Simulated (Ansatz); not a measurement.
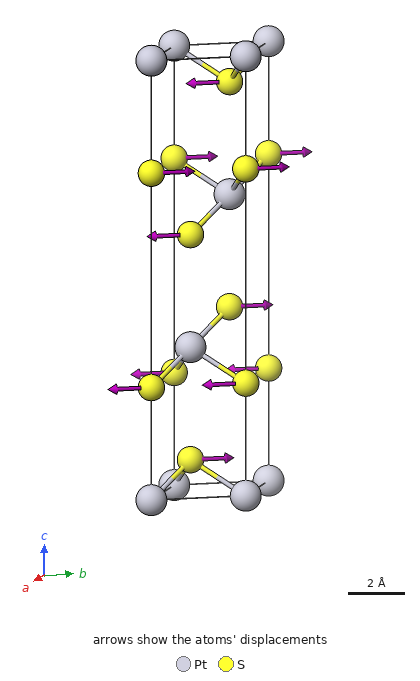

One vibrational mode of solid PtS2 (a generated structure) at the zone centre. Displacements are drawn as purple arrows; their common scale and sign are arbitrary. The picture is a ball-and-stick view of the conventional cell (3 times the calculation's cell), seen slightly off an axis. Lengths and directions refer to the drawn axes.

Theory: DFT PBE+D3(BJ), scalar-relativistic, plane waves, PAW (Ansatz 0.2.0). Set-up: plane-wave cutoff 420 eV; k-point mesh 10 × 10 × 10; occupations fixed; no spin polarisation.

Frequencies are those without the non-analytic (LO–TO) term.

> Give the symmetry, activity and frequency of this mode.

This is the E_g mode (doubly degenerate; one member of the set is drawn) at 292 cm⁻¹, the lowest optical level, Raman-active by symmetry. The Pt atoms stay at rest; all motion is along b; atoms of one kind move against one another, with no net shift of their sublattice.
